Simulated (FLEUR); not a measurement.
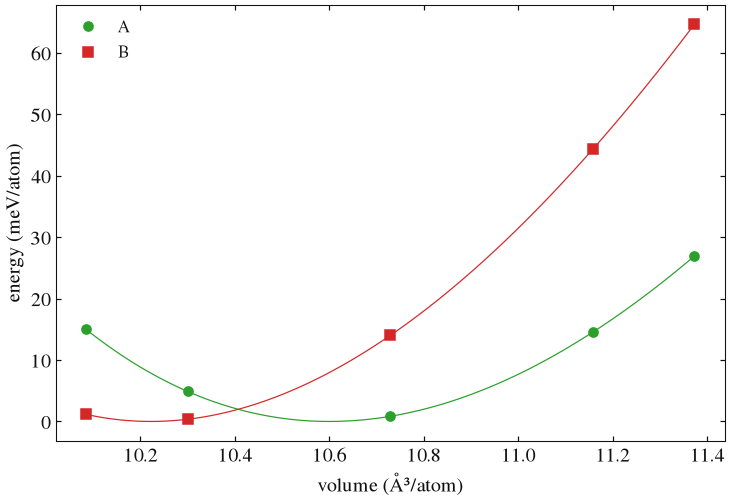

The figure compares two calculations of the energy against volume, each curve from its own zero. The first is for CuO, space group C2/c (No. 15).

The cell holds 4 atoms.

Calculation (FLEUR MaX-R8.1 (later development tree)): all-electron LAPW DFT, no spin polarisation; energies at scaled volumes of the given cell, shape and fractions fixed, counted from the fit's minimum, third-order Birch-Murnaghan fit. Level: PBEsol.

- k mesh: 9×9×5
- occupations: Fermi–Dirac
- smearing width: 0.05 eV
- potentials: all electron
- program settings: basis FLAPW, kmax 5.27 1/bohr

In the second, the level changes from PBEsol to LDA.

**Which of A and B is the second calculation, and what did the change do?**

B. The equilibrium volume falls from 10.60 to 10.22 Å³/atom (−3.6 %) and the bulk modulus rises from 175 to 196 GPa (+12 %).

For both, limits of the calculation: shape and atomic fractions are frozen while scaling, which makes layered, chain and framework solids too stiff.

V0 and the bulk modulus come from third-order Birch–Murnaghan fits.
